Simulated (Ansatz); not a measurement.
Start from this file.

```cif
data_structure
_symmetry_space_group_name_H-M 'P 1'
_symmetry_Int_Tables_number 1
_cell_length_a 8.4221
_cell_length_b 8.4221
_cell_length_c 8.4221
_cell_angle_alpha 60.000
_cell_angle_beta 60.000
_cell_angle_gamma 60.000
_cell_volume 422.43
loop_
_atom_site_label
_atom_site_type_symbol
_atom_site_fract_x
_atom_site_fract_y
_atom_site_fract_z
_atom_site_occupancy
Pt1 Pt 0.66722 0.66760 0.66800 1
Pt2 Pt 0.32971 0.66762 0.66802 1
Pt3 Pt 0.03230 0.63385 0.63430 1
Pt4 Pt 0.66726 0.33008 0.66804 1
Pt5 Pt 0.33289 0.33321 0.66942 1
Pt6 Pt 0.99700 0.33331 0.66950 1
Pt7 Pt 0.63350 0.03264 0.63430 1
Pt8 Pt 0.33288 0.99739 0.66953 1
Pt9 Pt 0.03225 0.03268 0.63433 1
Pt10 Pt 0.66727 0.66763 0.33043 1
Pt11 Pt 0.33287 0.66903 0.33364 1
Pt12 Pt 0.99704 0.66905 0.33371 1
Pt13 Pt 0.66868 0.33318 0.33367 1
Pt14 Pt 0.33285 0.33322 0.33363 1
Pt15 Pt 0.99699 0.33325 0.33371 1
Pt16 Pt 0.66865 0.99742 0.33372 1
Pt17 Pt 0.33278 0.99744 0.33372 1
Pt18 Pt 0.99851 0.99887 0.33681 1
Pt19 Pt 0.63350 0.63374 0.03307 1
Pt20 Pt 0.33288 0.66906 0.99782 1
Pt21 Pt 0.03227 0.63382 0.03315 1
Pt22 Pt 0.66865 0.33322 0.99784 1
Pt23 Pt 0.33283 0.33325 0.99786 1
Pt24 Pt 0.99849 0.33642 0.99928 1
Pt25 Pt 0.63335 0.03263 0.03320 1
Pt26 Pt 0.33604 0.99886 0.99929 1
Pt27 Pt 0.99849 0.99889 0.99930 1
Pt28 Pt 0.83285 0.83326 0.83377 1
```

**Describe what this structure looks like.**

The element is platinum. Space group Fm-3m (No. 225), lattice face-centred cubic. The cell holds 28 atoms.

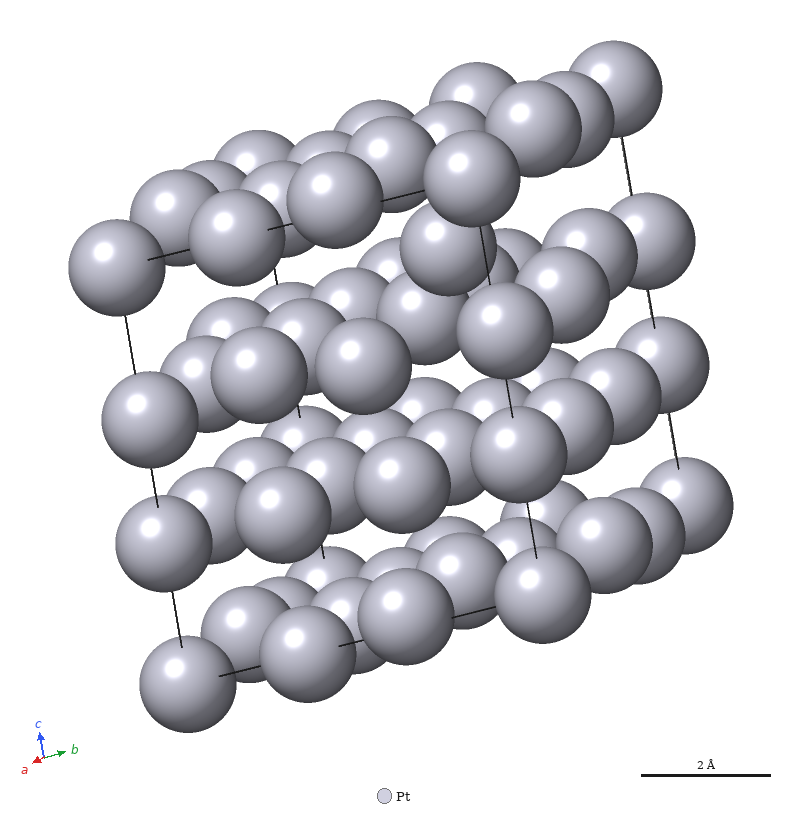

View slightly off an axis, drawn as a spheres-only model. The lines enclose the simulation cell; boundary atoms appear with their images. Colours: platinum light grey.

The cell started as a structure listed in the Materials Project, repeated into a supercell with a point defect put in. The atoms were relaxed in a fixed cell with DFT PBE, scalar-relativistic, plane waves, PAW in Ansatz 0.2.0.
